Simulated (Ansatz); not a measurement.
System: Mo, space group Fm-3m (No. 225).

The given structure:
```
CELL_PARAMETERS angstrom
0.00000 2.01500 2.01500
2.01500 0.00000 2.01500
2.01500 2.01500 0.00000
ATOMIC_POSITIONS crystal
Mo 0.00000 0.00000 0.00000
```

Computed with Ansatz 0.2.0: deformation of a crystal at fixed volume, lengths along the axis scaled against those across it, fractional coordinates fixed, by plane-wave density functional theory with PAW datasets, free energies less that of the undisturbed cell; scalar-relativistic. Level: LDA, no spin polarisation.

| setting | value |
| --- | --- |
| wave cutoff | 420 eV |
| k mesh | 22×22×22 |
| occupations | Gaussian |
| smearing width | 0.15 eV |
| k shift | (0, 0, 0) (mesh steps) |
| start | as given |
| path | tetragonal |
| axis direction | (0, 0, 1) (Cartesian unit vector) |

What does the calculation give for the energy change against relative axial ratio? The relative axial ratio takes the values 0.650, 0.707, 0.780, 0.850, 0.920, 1.000, 1.100, 1.200, 1.300, 1.414.

The energy change is −335 meV/atom at relative axial ratio 0.650 and 12 meV/atom at 1.414; the lowest computed point is at relative axial ratio 0.707 (−400 meV/atom); there is a further local minimum at 1.300 (−91 meV/atom); the curve passes over a maximum at 1.000 (0 meV/atom).

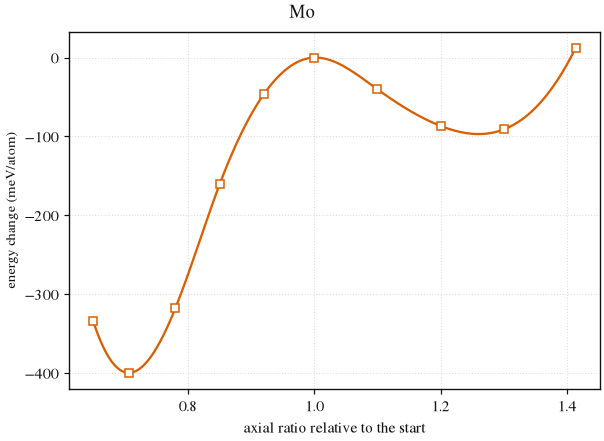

Limits of the calculation: reference crystal is not relaxed.
